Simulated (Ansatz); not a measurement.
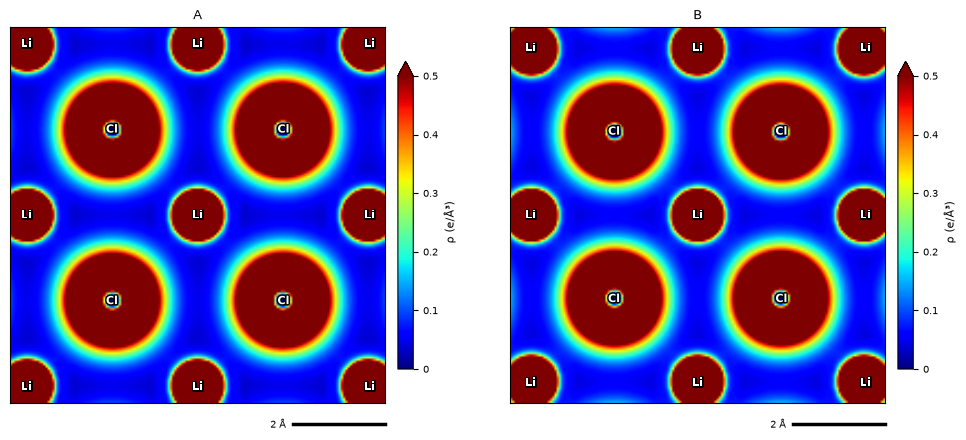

LiCl. The valence pseudo-density of two cells that differ in size and shape, on the (110) plane of each (indices in the axes of the calculation cell), at one length scale and on one colour scale; one has 16.0 and the other 18.2 Å³ an atom.

Level of theory: DFT PBE, scalar-relativistic, plane waves, PAW (Ansatz 0.2.0).

In a PAW calculation such maps are meaningful between the atoms, not at the nuclei.

The larger cell:

```cif
data_structure
_symmetry_space_group_name_H-M 'P 1'
_symmetry_Int_Tables_number 1
_cell_length_a 3.7178
_cell_length_b 3.7178
_cell_length_c 3.7178
_cell_angle_alpha 60.000
_cell_angle_beta 60.000
_cell_angle_gamma 60.000
_cell_volume 36.34
loop_
_atom_site_label
_atom_site_type_symbol
_atom_site_fract_x
_atom_site_fract_y
_atom_site_fract_z
_atom_site_occupancy
Li1 Li 0.00000 0.00000 0.00000 1
Cl1 Cl 0.50000 0.50000 0.50000 1
```

The smaller cell: a = 3.538 Å, b = 3.538 Å, c = 3.627 Å, α = 59.16°, β = 59.16°, γ = 61.68°.

Which is the denser cell? Describe the effect of the change.

Panel B is the smaller cell, by 12 % in volume. From the larger cell to the smaller, Li–Cl goes from 2.63 to 2.56 Å, and the density at its midpoint from 0.19 to 0.21 e/Å³; the pressure goes from −1.7 to 2.5 GPa; the Kohn–Sham gap goes from 5.9 eV to 6.6 eV.
